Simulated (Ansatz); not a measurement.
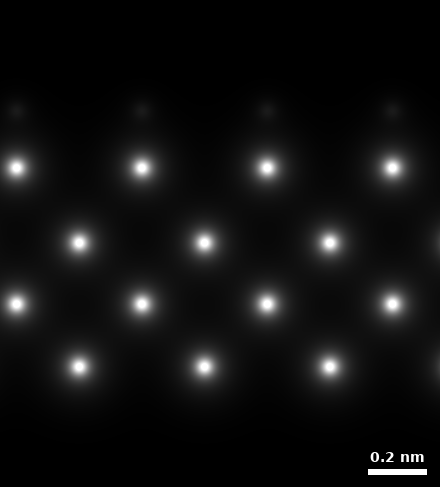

Cross-section of a (100) slab of Ca (Im-3m) with overall composition Ca4H, seen along a direction in its plane, the normal pointing up. Computed as the sum of neutral-atom potentials (tabulated electron scattering factors, B = 0.5 Å²) projected along the beam and smoothed by 0.25 Å; brighter is more positive. Structure: coordinates from a relaxation in a fixed cell under constraints with Ansatz 0.2.0, DFT PBEsol, scalar-relativistic, plane waves, PAW.

Question: How many atomic planes does the slab have, and what do they hold from top to bottom?

Answer: 5 planes (atoms within 0.35 Å in height count as one plane):

```csv
plane,content,depth below the top plane (Å)
1,H,0.0
2,Ca,2.0
3,Ca,4.6
4,Ca,6.7
5,Ca,8.8
```

Question: How thick is it, and how does it end on either side?

Answer: The outermost planes are 8.8 Å apart. The upper face ends in H and the lower in Ca, so the sequence of planes is different from the two sides.
